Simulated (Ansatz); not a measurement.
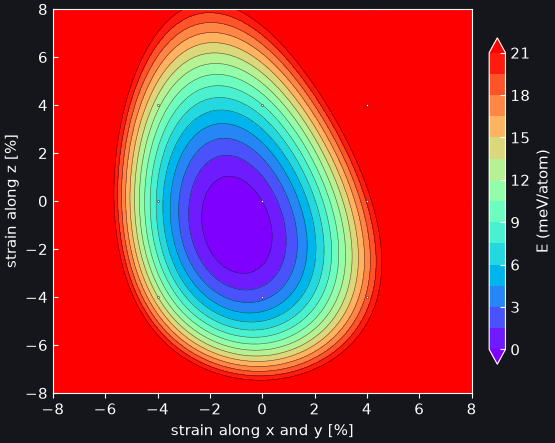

KCl (Fm-3m, No. 225; 2 atoms in the cell). The cell is strained homogeneously, by one strain along x and y and another along z, with fractional coordinates fixed (x, y and z along the cube axes). First axis: strain along x and y. Second axis: strain along z. The grid has 5 × 5 points. Energies are in meV/atom, from the lowest grid point. The reference cell is the one listed in the database, not relaxed at this level. Theory: DFT PBEsol, scalar-relativistic, plane waves, PAW (Ansatz 0.2.0). Settings: cutoff 420 eV, k-mesh 6×6×6, gaussian smearing 0.05 eV, no spin polarisation.

Drawn: filled contours, dots at the grid points, one colour for all values above the top of the scale. Between grid points the surface is interpolated.

### Estimate the clamped-ion elastic constants that this map fixes.

With the cell volume of 62.9 Å³, the curvatures of the interpolated surface at its minimum give C₁₁ + C₂₂ + 2C₁₂ ≈ 98.2 GPa, C₃₃ ≈ 43 GPa and C₁₃ + C₂₃ ≈ 12 GPa (clamped ions, Cartesian axes of the cell). A stretch of 1 % along z with free sides (kept equal in x and y) would change the in-plane lengths by about −0.12 %.
